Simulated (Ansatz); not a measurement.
## Geometry relaxation, with input and output: Ga$_{2}$O$_{3}$ (part 1 of 2)

The run: geometry relaxation of Ga$_{2}$O$_{3}$ (R-3c, 10 atoms in the cell). Method and program: DFT r2SCAN, scalar-relativistic, plane waves, PAW, no spin polarisation (Ansatz 0.2.0).

The structure derives from an entry of the Crystallography Open Database.

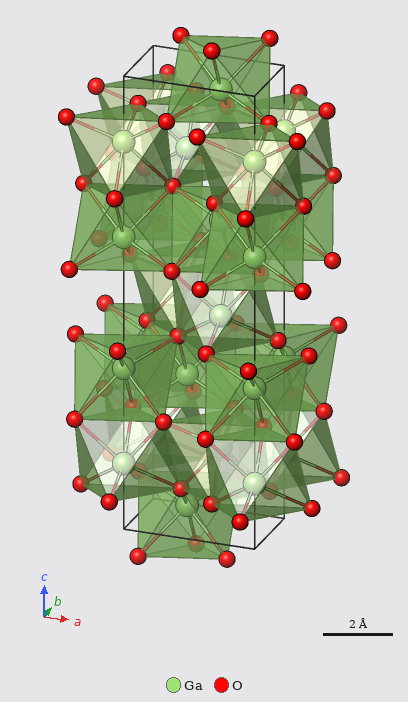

**Figure 1.** The input geometry (polyhedral view of the cell 3 times as large as that of the calculation, set on its symmetry axes, seen slightly off an axis; polyhedra are completed across the faces of the cell). An atom can appear more than once, as a periodic image.

The input:
```yaml
crystal:
  lattice:
    - [2.4912496591, 1.4383236613, 4.47767]
    - [-2.4912496591, 1.4383236613, 4.47767]
    - [0.0, -2.8766473226, 4.47767]
  atoms:
    - { symbol: Ga, position: [0.3554, 0.3554, 0.3554] }
    - { symbol: Ga, position: [0.1446, 0.1446, 0.1446] }
    - { symbol: Ga, position: [0.6446, 0.6446, 0.6446] }
    - { symbol: Ga, position: [0.8554, 0.8554, 0.8554] }
    - { symbol: O, position: [0.5549, 0.9451, 0.25] }
    - { symbol: O, position: [0.25, 0.5549, 0.9451] }
    - { symbol: O, position: [0.9451, 0.25, 0.5549] }
    - { symbol: O, position: [0.4451, 0.0549, 0.75] }
    - { symbol: O, position: [0.75, 0.4451, 0.0549] }
    - { symbol: O, position: [0.0549, 0.75, 0.4451] }
basis:
  ecutwfc: 500
kpoints:
  mp_grid: { grid: [6, 6, 6] }
hamiltonian:
  xc: r2scan
scf:
  occupations: { method: gaussian, width: 0.02 }
output:
  forces: true
  stress: true
  eigenvalues: true
  write_density: true
  write_potential: true
  elf: true
  volumetric_format: npy
relax:
  adjacent_minimum: "off"
  f_tol: 0.005
  max_steps: 80
  cell: { stress_tol: 0.05 }
```

Machine: 2 threads of AMD EPYC (Zen 5), 32 GiB of memory available, shared host.

Launch command:
```bash
ansatz run input.yaml --threads 2 --pin off --max-ram 5120MiB --backend cpu --events-out ev --progress --plain --runs-dir out
```

Output:
```
Engine: ansatz 0.2.0, x86_64-unknown-linux-gnu
Pseudopotentials: kind: paw
Pseudopotential: Ga, paw, valence charge 13, recommended cutoff 500 eV (meta_gga), Ga.paw.azcp
Pseudopotential: O, paw, valence charge 6, recommended cutoff 500 eV (meta_gga), O.paw.azcp
Functional definition: r2SCAN
  parameter k0 = 0.174
  parameter k1 = 0.065
  parameter a1 = 4.9479
  exchange = r2scan_x(k0 = k0, k1 = k1, a1 = a1)
  correlation = r2scan_c
Crystal: 10 atoms, lattice volume = 96.267 Å³
Basis set: ecut = 500 eV, 2429 PW (Γ), exchange–correlation on 160×160×160 points (64 copies of the dense FFT grid, shifted against one another)
Bands: 54, of which v1, the nominal top of the filled ones, is band 44 counted from 1 (43 counted from 0)
Symmetry: 12 space group operations
Space group: R-3c (ITA 167), of the structure as read, at distance tolerance 4.6e-5 Å
k-points: 32 of 216
Non-local potential: Ga, projectors of the file, l = 0: 2, l = 1: 2, l = 2: 3, l = 3: 1
Non-local potential: O, projectors of the file, l = 0: 2, l = 1: 2, l = 2: 1
PAW form: soft (Blöchl's): semilocal exchange-correlation on the pseudo side does not see the compensation charge
PAW frozen core: Ga, regenerated for the run's functional (the file was generated under x = pbe(κ = 0.804, μ = 0.2195149727645171), c = pbe(β = 0.06672455060314922))
PAW frozen core: O, regenerated for the run's functional (the file was generated under x = pbe(κ = 0.804, μ = 0.2195149727645171), c = pbe(β = 0.06672455060314922))
PAW one-centre angular grid: Ga, 590 points (default); XC on 160 Gauss nodes
PAW one-centre angular grid: O, 302 points (default); XC on 160 Gauss nodes
Initial density: superposition of atomic densities (neutral atoms: chi_scale 0, normalization atom), corrected by the library's trained network
Initial wavefunctions: pseudopotential atomic-orbital guess
Functional: x = r2scan, c = r2scan; τ floored in thin density (d = 2e-4 eV/Å³)
SCF iter   1: F=—  HF=-18577.461142 eV  |F-HF|=—  |Δ(HF+E_count)|=         —  Δρ=1.46e-2  dr2=9.13e-2  dr2_τ=3.92e-1  ethr=1.77e-3  ⟨swp⟩=6.2  Hψ=6450  notcnv=0  defer=8
preconditioner: auto → Resta (q_TF=auto, 2.688 Å⁻¹)  ε∞=4.3  [insulator: Δε(μ)=3.550 eV  Ē_g=19.438 eV  σ=0.020 eV  W_gap=1.00  n_scr=26 (ndim 8)  ℏωp=35.5 eV  f_vac=0.015  D(μ)=0.00/eV (n_scr^D=0)  ε∞_Penn≈4.3]
SCF iter   2: F=—  HF=-18577.662979 eV  |F-HF|=—  |Δ(HF+E_count)|=   2.02e-1  Δρ=7.50e-3  dr2=3.05e-2  dr2_τ=1.04e-3  ethr=1.04e-4  ⟨swp⟩=2.8  Hψ=3681  notcnv=0  defer=137
SCF iter   3: F=—  HF=-18577.662596 eV  |F-HF|=—  |Δ(HF+E_count)|=   3.83e-4  Δρ=3.81e-3  dr2=4.53e-3  dr2_τ=6.65e-4  ethr=3.46e-5  ⟨swp⟩=3.0  Hψ=3149  notcnv=0  defer=137
SCF iter   4: F=—  HF=-18577.662000 eV  |F-HF|=—  |Δ(HF+E_count)|=   5.96e-4  Δρ=6.04e-4  dr2=1.79e-4  dr2_τ=5.85e-5  ethr=5.15e-6  ⟨swp⟩=2.0  Hψ=2990  notcnv=0  defer=137
SCF iter   5: F=—  HF=-18577.662066 eV  |F-HF|=—  |Δ(HF+E_count)|=   6.63e-5  Δρ=1.43e-4  dr2=9.54e-6  dr2_τ=1.44e-6  ethr=2.03e-7  ⟨swp⟩=2.0  Hψ=2999  notcnv=0  defer=137
SCF iter   6: F=—  HF=-18577.662075 eV  |F-HF|=—  |Δ(HF+E_count)|=   8.90e-6  Δρ=1.57e-5  dr2=2.16e-7  dr2_τ=1.31e-8  ethr=1.08e-8  ⟨swp⟩=2.0  Hψ=2999  notcnv=0  defer=137
SCF iter   7: F=-18577.662075 eV  HF=-18577.662075 eV  |F-HF|=9.90e-10  |Δ(HF+E_count)|=   1.06e-7  Δρ=5.08e-6  dr2=2.43e-8  dr2_τ=7.43e-10  ethr=1.14e-10  ⟨swp⟩=13.1  Hψ=11682  notcnv=0
SCF 1 converged in 7 iterations: F = -18577.662075 eV  dr2 = 2.43e-8
  greatest PAW one-centre occupation: 0.997 electrons in one spin orbital (limit 2), on the Ga atom at site 3 (counted from 0), in its partial waves of l = 2
relax step   1: F+E_penalty+E_count = -18577.66207511 eV  Δ(F+E_penalty+E_count) = +0.000e0 eV  max|allowed force component| = 1.181e-1 eV/Å  Δτ_max = 0.0000 Å  P = +0.347 GPa  Ω = 96.267 Å³  (7 SCF iters, dr2 threshold 1.00e-7 eV, accepted)
Crystal: 10 atoms, lattice volume = 96.342 Å³
Initial density: handed on by an earlier stage of this run
Initial wavefunctions: those handed on with the density
iter 1 solved again at ethr=4.95e-7 eV; its pass at ethr=3.10e-3 eV (dr2=4.36e-4 eV) is discarded
SCF iter   1: F=—  HF=-18577.663471 eV  |F-HF|=—  |Δ(HF+E_count)|=         —  Δρ=1.23e-3  dr2=4.45e-4  dr2_τ=7.36e-3  ethr=4.95e-7  ⟨swp⟩=2.8  Hψ=7317  notcnv=0
preconditioner: auto → Resta (q_TF=auto, 2.687 Å⁻¹)  ε∞=4.4  [insulator: Δε(μ)=3.557 eV  Ē_g=19.342 eV  σ=0.020 eV  W_gap=1.00  n_scr=26 (ndim 8)  ℏωp=35.5 eV  f_vac=0.017  D(μ)=0.00/eV (n_scr^D=0)  ε∞_Penn≈4.4]
SCF iter   2: F=—  HF=-18577.663835 eV  |F-HF|=—  |Δ(HF+E_count)|=   3.64e-4  Δρ=6.35e-4  dr2=1.31e-4  dr2_τ=4.60e-6  ethr=4.95e-7  ⟨swp⟩=2.0  Hψ=3456  notcnv=0
SCF iter   3: F=—  HF=-18577.663827 eV  |F-HF|=—  |Δ(HF+E_count)|=   8.35e-6  Δρ=7.69e-5  dr2=2.58e-6  dr2_τ=1.17e-6  ethr=1.49e-7  ⟨swp⟩=2.0  Hψ=2878  notcnv=0
SCF iter   4: F=-18577.663831 eV  HF=-18577.663831 eV  |F-HF|=2.22e-7  |Δ(HF+E_count)|=   3.92e-6  Δρ=3.37e-5  dr2=5.98e-7  dr2_τ=4.56e-8  ethr=9.91e-10  ⟨swp⟩=9.7  Hψ=14621  notcnv=0
SCF 2 converged in 4 iterations: F = -18577.663831 eV  dr2 = 5.98e-7
  greatest PAW one-centre occupation: 0.997 electrons in one spin orbital (limit 2), on the Ga atom at site 2 (counted from 0), in its partial waves of l = 2
relax step   2: F+E_penalty+E_count = -18577.66383071 eV  Δ(F+E_penalty+E_count) = -1.756e-3 eV  max|allowed force component| = 4.945e-2 eV/Å  Δτ_max = 0.0054 Å  P = +0.198 GPa  Ω = 96.342 Å³  energy of the carried Pulay correction = -6.414e-5 eV  (4 SCF iters, dr2 threshold 8.72e-7 eV, accepted)
Crystal: 10 atoms, lattice volume = 96.405 Å³
iter 1 solved again at ethr=5.83e-8 eV; its pass at ethr=3.10e-3 eV (dr2=5.13e-5 eV) is discarded
SCF iter   1: F=—  HF=-18577.664178 eV  |F-HF|=—  |Δ(HF+E_count)|=         —  Δρ=2.98e-4  dr2=5.37e-5  dr2_τ=2.21e-4  ethr=5.83e-8  ⟨swp⟩=2.5  Hψ=6850  notcnv=0
preconditioner: auto → Resta (q_TF=auto, 2.687 Å⁻¹)  ε∞=4.4  [insulator: Δε(μ)=3.549 eV  Ē_g=19.334 eV  σ=0.020 eV  W_gap=1.00  n_scr=26 (ndim 8)  ℏωp=35.5 eV  f_vac=0.017  D(μ)=0.00/eV (n_scr^D=0)  ε∞_Penn≈4.4]
SCF iter   2: F=—  HF=-18577.664223 eV  |F-HF|=—  |Δ(HF+E_count)|=   4.56e-5  Δρ=1.43e-4  dr2=1.22e-5  dr2_τ=6.31e-7  ethr=5.83e-8  ⟨swp⟩=2.0  Hψ=3136  notcnv=0
SCF iter   3: F=—  HF=-18577.664223 eV  |F-HF|=—  |Δ(HF+E_count)|=   9.40e-7  Δρ=2.95e-5  dr2=5.88e-7  dr2_τ=5.30e-8  ethr=1.38e-8  ⟨swp⟩=2.2  Hψ=2890  notcnv=0
SCF iter   4: F=-18577.664223 eV  HF=-18577.664223 eV  |F-HF|=6.84e-8  |Δ(HF+E_count)|=   3.64e-7  Δρ=1.28e-5  dr2=9.13e-8  dr2_τ=9.95e-9  ethr=5.02e-10  ⟨swp⟩=9.8  Hψ=12198  notcnv=0
SCF 3 converged in 4 iterations: F = -18577.664223 eV  dr2 = 9.13e-8
relax step   3: F+E_penalty+E_count = -18577.66422280 eV  Δ(F+E_penalty+E_count) = -3.921e-4 eV  max|allowed force component| = 2.962e-2 eV/Å  Δτ_max = 0.0007 Å  P = +0.010 GPa  Ω = 96.405 Å³  energy of the carried Pulay correction = -1.176e-4 eV  (4 SCF iters, dr2 threshold 4.42e-7 eV, accepted)
Crystal: 10 atoms, lattice volume = 96.413 Å³
iter 1 solved again at ethr=8.41e-8 eV; its pass at ethr=3.10e-3 eV (dr2=7.40e-5 eV) is discarded
SCF iter   1: F=—  HF=-18577.664315 eV  |F-HF|=—  |Δ(HF+E_count)|=         —  Δρ=4.21e-4  dr2=7.39e-5  dr2_τ=6.11e-5  ethr=8.41e-8  ⟨swp⟩=2.0  Hψ=5230  notcnv=0
preconditioner: auto → Resta (q_TF=auto, 2.687 Å⁻¹)  ε∞=4.4  [insulator: Δε(μ)=3.550 eV  Ē_g=19.336 eV  σ=0.020 eV  W_gap=1.00  n_scr=26 (ndim 8)  ℏωp=35.5 eV  f_vac=0.017  D(μ)=0.00/eV (n_scr^D=0)  ε∞_Penn≈4.4]
SCF iter   2: F=—  HF=-18577.664331 eV  |F-HF|=—  |Δ(HF+E_count)|=   1.62e-5  Δρ=1.97e-4  dr2=1.31e-5  dr2_τ=3.41e-7  ethr=8.40e-8  ⟨swp⟩=2.6  Hψ=3111  notcnv=0
SCF iter   3: F=—  HF=-18577.664327 eV  |F-HF|=—  |Δ(HF+E_count)|=   3.55e-6  Δρ=1.53e-5  dr2=7.71e-8  dr2_τ=1.69e-8  ethr=1.49e-8  ⟨swp⟩=2.4  Hψ=2985  notcnv=0
SCF iter   4: F=-18577.664328 eV  HF=-18577.664328 eV  |F-HF|=4.28e-9  |Δ(HF+E_count)|=   5.79e-7  Δρ=6.88e-6  dr2=2.26e-8  dr2_τ=3.00e-9  ethr=6.23e-11  ⟨swp⟩=9.5  Hψ=11680  notcnv=0
SCF 4 converged in 4 iterations: F = -18577.664328 eV  dr2 = 2.26e-8
relax step   4: F+E_penalty+E_count = -18577.66432799 eV  Δ(F+E_penalty+E_count) = -1.052e-4 eV  max|allowed force component| = 1.244e-2 eV/Å  Δτ_max = 0.0011 Å  P = -0.015 GPa  Ω = 96.413 Å³  energy of the carried Pulay correction = -1.242e-4 eV  (4 SCF iters, dr2 threshold 5.49e-8 eV, accepted)
iter 1 solved again at ethr=7.29e-8 eV; its pass at ethr=3.10e-3 eV (dr2=6.41e-5 eV) is discarded
SCF iter   1: F=—  HF=-18577.664348 eV  |F-HF|=—  |Δ(HF+E_count)|=         —  Δρ=4.20e-4  dr2=6.35e-5  dr2_τ=3.16e-5  ethr=7.29e-8  ⟨swp⟩=2.0  Hψ=5511  notcnv=0
preconditioner: auto → Resta (q_TF=auto, 2.687 Å⁻¹)  ε∞=4.4  [insulator: Δε(μ)=3.551 eV  Ē_g=19.338 eV  σ=0.020 eV  W_gap=1.00  n_scr=26 (ndim 8)  ℏωp=35.5 eV  f_vac=0.017  D(μ)=0.00/eV (n_scr^D=0)  ε∞_Penn≈4.4]
SCF iter   2: F=—  HF=-18577.664362 eV  |F-HF|=—  |Δ(HF+E_count)|=   1.35e-5  Δρ=2.00e-4  dr2=1.18e-5  dr2_τ=2.48e-7  ethr=7.22e-8  ⟨swp⟩=2.4  Hψ=2834  notcnv=0
SCF iter   3: F=—  HF=-18577.664361 eV  |F-HF|=—  |Δ(HF+E_count)|=   1.13e-6  Δρ=1.46e-5  dr2=1.01e-7  dr2_τ=1.33e-8  ethr=1.35e-8  ⟨swp⟩=2.0  Hψ=2420  notcnv=0
SCF iter   4: F=—  HF=-18577.664361 eV  |F-HF|=—  |Δ(HF+E_count)|=   2.75e-7  Δρ=5.94e-6  dr2=3.41e-8  dr2_τ=1.92e-9  ethr=1.10e-11  ⟨swp⟩=9.3  Hψ=11545  notcnv=0
SCF iter   5: F=-18577.664361 eV  HF=-18577.664361 eV  |F-HF|=3.00e-9  |Δ(HF+E_count)|=   3.39e-9  Δρ=2.51e-6  dr2=5.77e-9  dr2_τ=4.16e-10  ethr=1.10e-11  ⟨swp⟩=5.1  Hψ=9826  notcnv=0
SCF 5 converged in 5 iterations: F = -18577.664361 eV  dr2 = 5.77e-9
relax step   5: F+E_penalty+E_count = -18577.66436099 eV  Δ(F+E_penalty+E_count) = -3.300e-5 eV  max|allowed force component| = 5.677e-4 eV/Å  Δτ_max = 0.0011 Å  P = -0.009 GPa  Ω = 96.413 Å³  energy of the carried Pulay correction = -1.244e-4 eV  (5 SCF iters, dr2 threshold 9.67e-9 eV, accepted)
Initial wavefunctions: pseudopotential atomic-orbital guess (no wavefunctions were taken with the density)
iter 1 solved again at ethr=6.30e-9 eV; its pass at ethr=3.10e-3 eV (dr2=5.55e-6 eV) is discarded
SCF iter   1: F=—  HF=-18577.664481 eV  |F-HF|=—  |Δ(HF+E_count)|=         —  Δρ=4.07e-5  dr2=3.64e-8  dr2_τ=7.79e-9  ethr=6.30e-9  ⟨swp⟩=4.1  Hψ=11837  notcnv=0
SCF iter   2: F=—  HF=-18577.664483 eV  |F-HF|=—  |Δ(HF+E_count)|=   1.61e-6  Δρ=2.06e-5  dr2=1.08e-8  dr2_τ=1.14e-7  ethr=4.14e-11  ⟨swp⟩=2.0  Hψ=3119  notcnv=0
SCF iter   3: F=—  HF=-18577.664483 eV  |F-HF|=—  |Δ(HF+E_count)|=   6.24e-7  Δρ=3.11e-6  dr2=6.65e-10  dr2_τ=2.52e-9  ethr=1.23e-11  ⟨swp⟩=2.0  Hψ=3129  notcnv=0
SCF iter   4: F=-18577.664483 eV  HF=-18577.664483 eV  |F-HF|=2.18e-10  |Δ(HF+E_count)|=   1.33e-8  Δρ=4.83e-7  dr2=4.80e-11  dr2_τ=4.74e-11  ethr=1.00e-12  ⟨swp⟩=6.9  Hψ=9116  notcnv=0
SCF 6 converged in 4 iterations: F = -18577.664483 eV  dr2 = 4.80e-11
relax step   6: F+E_penalty+E_count = -18577.66448336 eV  Δ(F+E_penalty+E_count) = -1.224e-4 eV  max|allowed force component| = 6.359e-4 eV/Å  Δτ_max = 0.0000 Å  P = -0.010 GPa  Ω = 96.413 Å³  stress off target by 1.29e-2 GPa  SCF on the basis re-selected at this cell (its energy is not comparable with the rows above)  (4 SCF iters)
```

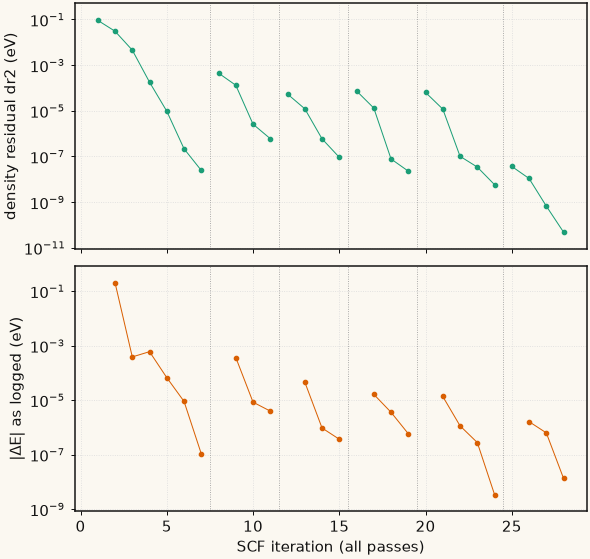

**Figure 2.** Convergence of the self-consistent field: density residual dr2 and size of the energy change against the SCF iteration. The dotted lines part the SCF passes of the relaxation: geometry steps, rejected trials and re-solves on a re-selected basis. The 6 passes take 4 to 7 iterations each, 28 in all.

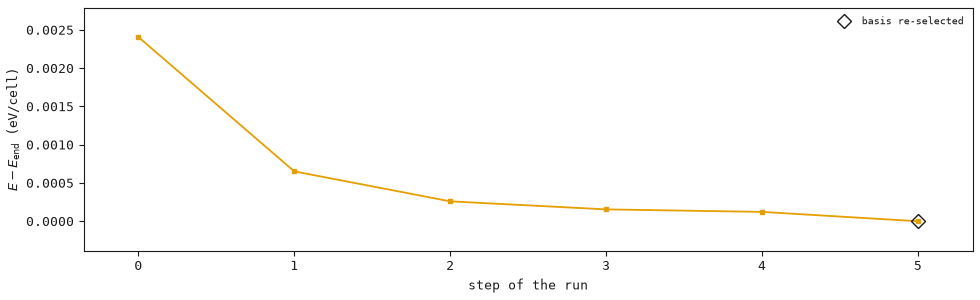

**Figure 3.** Progress of the relaxation, step by step (the first geometry is step 0 here and step 1 in the log). The largest moves relative to the cell, 0.006 Å, are those of O5, O6, O7, O8, O9 and O10. Ga stays in place. Cell: a = b 4.982 → 4.985 Å (0.0 %), c 13.433 → 13.442 Å (+0.1 %). Volume +0.2 %. Distances before and after: Ga1–O10 1.921 → 1.925 Å. The space group stays R-3c (No. 167). The energy falls by 2.3 meV per cell of the calculation in 4 geometry steps. The largest force component goes from 0.12 to 0.00064 eV/Å. The pressure goes from 0.35 to −0.01 GPa. A last SCF at the same geometry on a re-selected plane-wave basis shifts the energy by −0.1 meV per cell of the calculation. (Atoms are counted from 1 in the order of the input.)
